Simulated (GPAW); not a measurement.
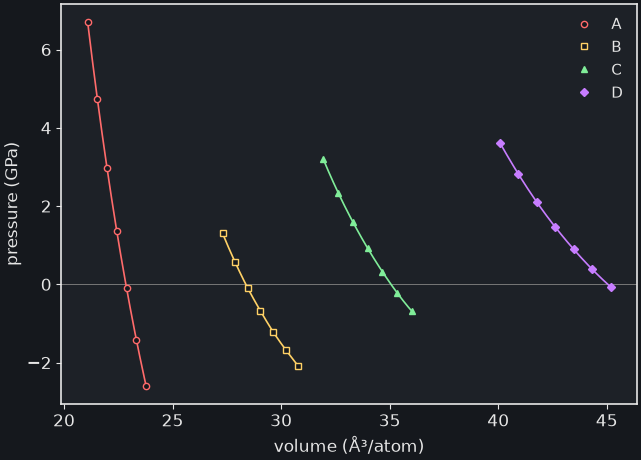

The figure shows the pressure against volume, with one curve for each element, for As, Br, Cl and I (all in space group Cmce (No. 64)). The labels are replaced by letters.

Computed with GPAW 26.7.0: PAW DFT in plane waves, on a grid or in atomic orbitals, no spin polarisation; energies at scaled volumes of the given cell, shape and fractions fixed, counted from the fit's minimum, third-order Birch-Murnaghan fit. Level: r2SCAN.

occupations Fermi–Dirac; smearing width 0.05 eV; potentials GPAW PAW data sets (gpaw data 1.2.1); wave cutoff 600 eV.

Q: Which letter stands for which compound?

A: A: As; B: Cl; C: Br; D: I.

Limits of the calculation: the fit and the printed pressures don't fully agree, or the minimum lies near the end of the range; shape and atomic fractions are frozen while scaling, which makes layered, chain and framework solids too stiff.
